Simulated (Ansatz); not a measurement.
# Single-point calculation of MgO (part 1 of 2)

- system: MgO (P6₃/mmc, 48 atoms in the cell)
- method: DFT PBE, scalar-relativistic, plane waves, PAW, no spin polarisation (Ansatz 0.2.0)

The structure derives from a Materials Project entry. Figures and captions count atoms from 1; the log counts them from 0 in places.

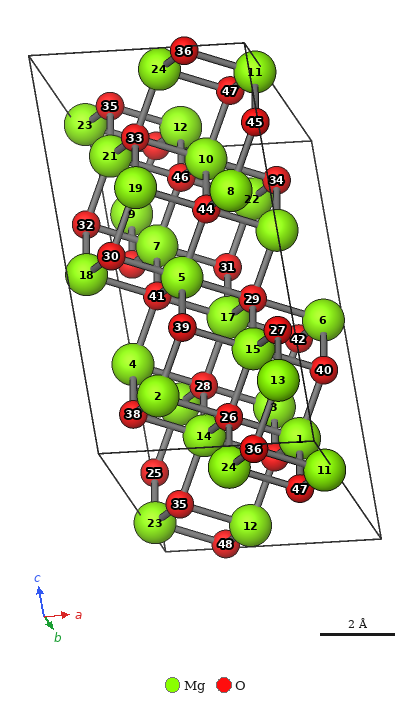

Figure 1. The input geometry (ball-and-stick view of the cell of the calculation, seen at an oblique angle; atoms are numbered from 1 in the order of the input). An atom can appear more than once, as a periodic image. Near neighbours in the periodic cell (some may lie outside the picture): Mg has 5 O at 2.01 to 2.09 Å; O has 5 Mg at 2.01 to 2.09 Å.

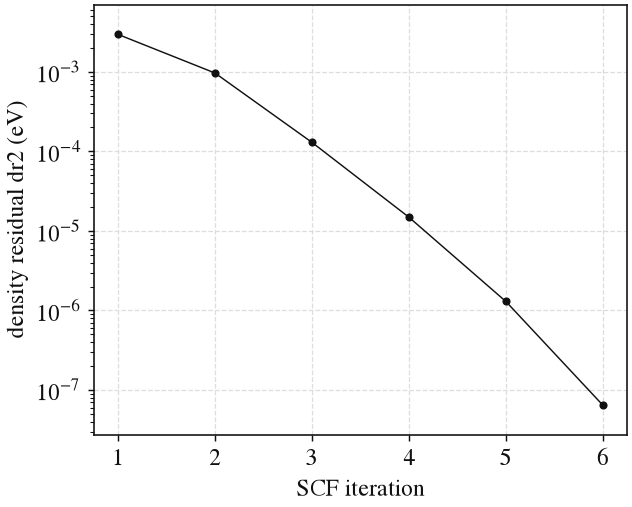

Figure 2. Convergence of the self-consistent field: density residual dr2 against the SCF iteration. The residual falls at every step.

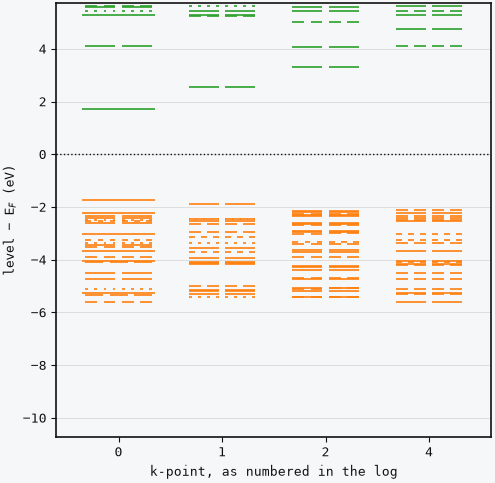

Figure 3. Kohn–Sham levels near the Fermi level (dotted) at the few k-points that the log prints; levels within 0.02 eV of each other stand side by side. Among these points the highest filled and lowest empty levels are 3.46 eV apart, which is the gap on the mesh.

These pictures come from the run below.

### Input file
```yaml
crystal:
  lattice:
    - [5.229567, -3.019292, -4.178041]
    - [-5.229567, 3.019292, -4.178041]
    - [5.229567, 9.057875, 4.17804]
  atoms:
    - { symbol: Mg, position: [0.791667, 0.625001, 0.166667] }
    - { symbol: Mg, position: [0.291667, 0.125001, 0.166667] }
    - { symbol: Mg, position: [0.624999, 0.958333, 0.333333] }
    - { symbol: Mg, position: [0.124999, 0.458333, 0.333333] }
    - { symbol: Mg, position: [0.458333, 0.291667, 0.5] }
    - { symbol: Mg, position: [0.958333, 0.791667, 0.5] }
    - { symbol: Mg, position: [0.291667, 0.625001, 0.666667] }
    - { symbol: Mg, position: [0.791667, 0.125001, 0.666667] }
    - { symbol: Mg, position: [0.124999, 0.958333, 0.833333] }
    - { symbol: Mg, position: [0.624999, 0.458333, 0.833333] }
    - { symbol: Mg, position: [0.958333, 0.291667, 0.0] }
    - { symbol: Mg, position: [0.458333, 0.791667, 0.0] }
    - { symbol: Mg, position: [0.875001, 0.041667, 0.166667] }
    - { symbol: Mg, position: [0.375001, 0.541667, 0.166667] }
    - { symbol: Mg, position: [0.708333, 0.374999, 0.333333] }
    - { symbol: Mg, position: [0.208333, 0.874999, 0.333333] }
    - { symbol: Mg, position: [0.541667, 0.708333, 0.5] }
    - { symbol: Mg, position: [0.041667, 0.208333, 0.5] }
    - { symbol: Mg, position: [0.375001, 0.041667, 0.666667] }
    - { symbol: Mg, position: [0.875001, 0.541667, 0.666667] }
    - { symbol: Mg, position: [0.208333, 0.374999, 0.833333] }
    - { symbol: Mg, position: [0.708333, 0.874999, 0.833333] }
    - { symbol: Mg, position: [0.041667, 0.708333, 0.0] }
    - { symbol: Mg, position: [0.541667, 0.208333, 0.0] }
    - { symbol: O, position: [0.041667, 0.875001, 0.166667] }
    - { symbol: O, position: [0.541667, 0.375001, 0.166667] }
    - { symbol: O, position: [0.874999, 0.208333, 0.333333] }
    - { symbol: O, position: [0.374999, 0.708333, 0.333333] }
    - { symbol: O, position: [0.708333, 0.541667, 0.5] }
    - { symbol: O, position: [0.208333, 0.041667, 0.5] }
    - { symbol: O, position: [0.541667, 0.875001, 0.666667] }
    - { symbol: O, position: [0.041667, 0.375001, 0.666667] }
    - { symbol: O, position: [0.374999, 0.208333, 0.833333] }
    - { symbol: O, position: [0.874999, 0.708333, 0.833333] }
    - { symbol: O, position: [0.208333, 0.541667, 0.0] }
    - { symbol: O, position: [0.708333, 0.041667, 0.0] }
    - { symbol: O, position: [0.625001, 0.791667, 0.166667] }
    - { symbol: O, position: [0.125001, 0.291667, 0.166667] }
    - { symbol: O, position: [0.458333, 0.124999, 0.333333] }
    - { symbol: O, position: [0.958333, 0.624999, 0.333333] }
    - { symbol: O, position: [0.291667, 0.458333, 0.5] }
    - { symbol: O, position: [0.791667, 0.958333, 0.5] }
    - { symbol: O, position: [0.125001, 0.791667, 0.666667] }
    - { symbol: O, position: [0.625001, 0.291667, 0.666667] }
    - { symbol: O, position: [0.958333, 0.124999, 0.833333] }
    - { symbol: O, position: [0.458333, 0.624999, 0.833333] }
    - { symbol: O, position: [0.791667, 0.458333, 0.0] }
    - { symbol: O, position: [0.291667, 0.958333, 0.0] }
basis:
  ecutwfc: 420
  fft_grid_basis: typed
kpoints:
  mp_grid: { grid: [2, 2, 2] }
hamiltonian:
  xc: pbe
  pseudopotentials: { kind: paw }
scf:
  occupations: { method: gaussian, width: 0.05 }
output:
  forces: true
  stress: false
  eigenvalues: true
  bader: false
  write_density: true
  volumetric_format: npy
```

Run as:
```bash
ansatz run input.yaml --threads 4 --pin off --max-ram 10240MiB --backend cpu --events-out ev --progress --plain --runs-dir out
```

### Log
```
Warning: the atoms were moved onto the symmetric positions of the space group found under crystal.symmetry.tolerance 1.0e-5 (fractional; no operation is sought that the atoms, as they stand in a round, miss by more than twice it, and no atom is moved by as much as it), and the run uses the moved positions. Before a round's move an operation carried an atom to 1.09e-5 Å from where it should land, the largest such distance. Atom 0 (counting from 0) moved farthest, by 5.44e-6 Å; the longest move in fractions of the cell, of whichever atom, is 0.10 of the tolerance, in 1 round. To run the atoms as typed, lower crystal.symmetry.tolerance until the operations that they miss are no longer found, or set crystal.symmetry.detect: false (a key that needs symmetry detection or time reversal refuses this as the deck is read). The positions used, in the order of the run's atom list: position: [0.7916663333333334, 0.6250003333333334, 0.16666666666666666]; position: [0.2916663333333333, 0.12500033333333335, 0.16666666666666666]; position: [0.6249996666666666, 0.9583336666666666, 0.33333333333333337]; position: [0.12499966666666665, 0.4583336666666667, 0.33333333333333337]; position: [0.458333, 0.291667, 0.5]; position: [0.958333, 0.791667, 0.5]; position: [0.2916663333333333, 0.6250003333333334, 0.6666666666666666]; position: [0.7916663333333334, 0.12500033333333335, 0.6666666666666666]; position: [0.12499966666666665, 0.9583336666666666, 0.8333333333333334]; position: [0.6249996666666666, 0.4583336666666667, 0.8333333333333334]; position: [0.958333, 0.291667, 0.0]; position: [0.458333, 0.791667, 0.0]; position: [0.8750003333333334, 0.04166633333333331, 0.16666666666666666]; position: [0.3750003333333333, 0.5416663333333334, 0.16666666666666666]; position: [0.7083336666666666, 0.3749996666666667, 0.33333333333333337]; position: [0.2083336666666667, 0.8749996666666666, 0.33333333333333337]; position: [0.541667, 0.708333, 0.5]; position: [0.041667, 0.208333, 0.5]; position: [0.3750003333333333, 0.04166633333333331, 0.6666666666666666]; position: [0.8750003333333334, 0.5416663333333334, 0.6666666666666666]; position: [0.2083336666666667, 0.3749996666666667, 0.8333333333333334]; position: [0.7083336666666666, 0.8749996666666666, 0.8333333333333334]; position: [0.041667, 0.708333, 0.0]; position: [0.541667, 0.208333, 0.0]; position: [0.041666333333333326, 0.8750003333333334, 0.16666666666666666]; position: [0.5416663333333334, 0.3750003333333333, 0.16666666666666666]; position: [0.8749996666666666, 0.2083336666666667, 0.33333333333333337]; position: [0.3749996666666667, 0.7083336666666666, 0.33333333333333337]; position: [0.708333, 0.541667, 0.5]; position: [0.208333, 0.041667, 0.5]; position: [0.5416663333333334, 0.8750003333333334, 0.6666666666666666]; position: [0.041666333333333326, 0.3750003333333333, 0.6666666666666666]; position: [0.3749996666666667, 0.2083336666666667, 0.8333333333333334]; position: [0.8749996666666666, 0.7083336666666666, 0.8333333333333334]; position: [0.208333, 0.541667, 0.0]; position: [0.708333, 0.041667, 0.0]; position: [0.6250003333333334, 0.7916663333333334, 0.16666666666666666]; position: [0.12500033333333335, 0.2916663333333333, 0.16666666666666666]; position: [0.4583336666666667, 0.12499966666666665, 0.33333333333333337]; position: [0.9583336666666666, 0.6249996666666666, 0.33333333333333337]; position: [0.291667, 0.458333, 0.5]; position: [0.791667, 0.958333, 0.5]; position: [0.12500033333333335, 0.7916663333333334, 0.6666666666666666]; position: [0.6250003333333334, 0.2916663333333333, 0.6666666666666666]; position: [0.9583336666666666, 0.12499966666666665, 0.8333333333333334]; position: [0.4583336666666667, 0.6249996666666666, 0.8333333333333334]; position: [0.791667, 0.458333, 0.0]; position: [0.291667, 0.958333, 0.0]; The lattice was moved too: crystal.lattice keeps the space group found at crystal.symmetry.tolerance 1.0e-5 only nearly: the operation that it misses by the most changes a squared length by the fraction 1.97e-7. The run uses the lattice that is a stretch of the typed one, with no rotation, onto the one that keeps every operation to a double's rounding (on a very oblique basis the stretch itself rounds by more); the deck's lattice vector that moved farthest moved by 5.52e-7 Å. To run the lattice as typed, set crystal.symmetry.tolerance under 4.69e-8, the least fraction by which an operation that the lattice misses changes a squared length (the same key also sets how far an atom may lie from its image, so lowering it can lose operations that the atoms keep only within it), or set crystal.symmetry.detect: false, as for the atoms. crystal.lattice made exact, in Å and degrees: [[5.2295668646869204, -3.0192922343691193, -4.178040999999994], [-5.229567064418628, 3.0192918884236684, -4.178040999999998], [5.229566993524207, 9.057875234369149, 4.178040499999995]]. Pasted over the deck's crystal.lattice, beside positions in fractional coordinates, it runs the same cell (given as lengths and angles, that cell in the form's own orientation, a rigid turn of the misfit's size from the one run here, for which a checkpoint.post_process_only pass over this run's state can be refused: where this run relaxes nothing, give such a pass this deck's own crystal.lattice, as typed; behind a relaxation, as crystal.lattice, the state's own cell, identity.cell in its checkpoint.json), and a matrix so pasted ends this notice, except on a very skew basis of the lattice, where the rounding of the pasted numbers themselves can read as a misfit: the cell is then moved again, and that move is told again. The lattice as run is in this notice's lattice.as_run_ang field (Run.prep()["deck_notices"] in Python, the deck_notice line of an events file, deck_notices of ansatz run --dry-run=json, or deck_notices in record.json in the deck's checkpoint.write directory).
Engine: ansatz 0.2.0, aarch64-unknown-linux-gnu
Pseudopotentials: kind: paw
Pseudopotential: Mg, paw, valence charge 10, recommended cutoff 420 eV (normal), Mg.paw.azcp
Pseudopotential: O, paw, valence charge 6, recommended cutoff 420 eV (normal), O.paw.azcp
Functional definition: PBE
  parameter kappa = 0.804
  parameter beta = 0.06672455060314922
  exchange = pbe_x(kappa = kappa, mu = beta*pi^2/3)
  correlation = pbe_c(beta = beta)
Crystal: 48 atoms, lattice volume = 527.756 Å³
Basis set: ecut = 420 eV, 10319 PW (Γ), exchange–correlation on 100×100×160 points (8 copies of the dense FFT grid, shifted against one another)
Bands: 240, of which v1, the nominal top of the filled ones, is band 192 counted from 1 (191 counted from 0)
Symmetry: 96 space group operations
Space group: P63/mmc (ITA 194), of the structure as read, at distance tolerance 8.1e-5 Å
k-points: 5 of 8
Non-local potential: Mg, projectors of the file, l = 0: 3, l = 1: 2, l = 2: 1
Non-local potential: O, projectors of the file, l = 0: 2, l = 1: 2, l = 2: 1
PAW form: soft (Blöchl's): semilocal exchange-correlation on the pseudo side does not see the compensation charge
PAW one-centre angular grid: Mg, 110 points (default); XC on 64 Gauss nodes
PAW one-centre angular grid: O, 110 points (default); XC on 64 Gauss nodes
Initial density: superposition of atomic densities (neutral atoms: chi_scale 0, normalization atom), corrected by the library's trained network
Initial wavefunctions: pseudopotential atomic-orbital guess
Functional: x = pbe(κ = 0.804, μ = 0.2195149727645171), c = pbe(β = 0.06672455060314922)
SCF iter   1: F=—  HF=-59857.404976 eV  |F-HF|=—  |Δ(HF+E_count)|=         —  Δρ=1.13e-3  dr2=2.96e-3  ethr=1.77e-3  ⟨swp⟩=6.0  Hψ=5023  notcnv=0  defer=27
preconditioner: auto → Resta (q_TF=auto, 2.587 Å⁻¹)  ε∞=3.2  [insulator: Δε(μ)=3.448 eV  Ē_g=15.038 eV  σ=0.050 eV  W_gap=1.00  n_scr=150 (ndim 8)  ℏωp=22.4 eV  f_vac=0.057  D(μ)=0.00/eV (n_scr^D=0)  ε∞_Penn≈3.2]
SCF iter   2: F=—  HF=-59857.405223 eV  |F-HF|=—  |Δ(HF+E_count)|=   2.47e-4  Δρ=5.92e-4  dr2=9.68e-4  ethr=7.72e-7  ⟨swp⟩=2.0  Hψ=2340  notcnv=0  defer=75
SCF iter   3: F=—  HF=-59857.406690 eV  |F-HF|=—  |Δ(HF+E_count)|=   1.47e-3  Δρ=1.86e-4  dr2=1.30e-4  ethr=2.52e-7  ⟨swp⟩=3.0  Hψ=2105  notcnv=0  defer=35
automatic band count: iteration 3 solves 222 bands in place of 240: the levels show a gap, and the empty bands left out lie too high to hold charge; the band table lists the bands solved (type scf.n_extra_bands for more)
SCF iter   4: F=—  HF=-59857.406588 eV  |F-HF|=—  |Δ(HF+E_count)|=   1.02e-4  Δρ=5.75e-5  dr2=1.49e-5  ethr=3.38e-8  ⟨swp⟩=2.0  Hψ=1466  notcnv=0  defer=35
SCF iter   5: F=—  HF=-59857.407403 eV  |F-HF|=—  |Δ(HF+E_count)|=   8.15e-4  Δρ=1.65e-5  dr2=1.30e-6  ethr=3.88e-9  ⟨swp⟩=2.0  Hψ=1797  notcnv=0  defer=35
SCF iter   6: F=-59857.407405 eV  HF=-59857.407405 eV  |F-HF|=1.16e-7  |Δ(HF+E_count)|=   1.94e-6  Δρ=3.79e-6  dr2=6.46e-8  ethr=2.60e-11  ⟨swp⟩=9.4  Hψ=4510  notcnv=0
SCF 1 converged in 6 iterations: F = -59857.407405 eV  dr2 = 6.46e-8
  greatest PAW one-centre occupation: 1.000 electrons in one spin orbital (limit 2), on the Mg atom at site 23 (counted from 0), in its partial waves of l = 0
SCF converged after 6 iterations
Free energy (F): -59857.407405 eV
Harris-Foulkes:  -59857.407405 eV  (|F-HF|=1.16e-7)
Internal energy: -59857.407405 eV  (E = F + TS)
E sigma→0 (E₀):  -59857.407405 eV
Fermi energy:    7.940187 eV
--- Per-component energies (eV) ---
  E_band       = -7746.665612
  E_kinetic    = 6126.167056
  E_local      = -43766.248234  (includes V_loc(G=0)·N_el)
  E_nonlocal   = 3430.591527
  E_hartree    = 15592.638889
  E_xc         = -2518.948747
  E_vxc        = -3226.709620  (∫ρ·V_xc dr)
  E_paw        = -10799.510124  (= ΣΔE_a)
  E_vpaw       = -1495.795526  (= ΣTr[D̂ρ^β])
  E_aug_tail   = 0.059921  (compensation charges beyond the density's cutoff)
  E_ewald      = -27922.157691
  E_smearing   = -0.000000  (= −TS)
  E_closure    = -0.000000  (closes the sum)
  Σ components = -59857.407405   (vs F -59857.407405, Δ=0.00e0)
```
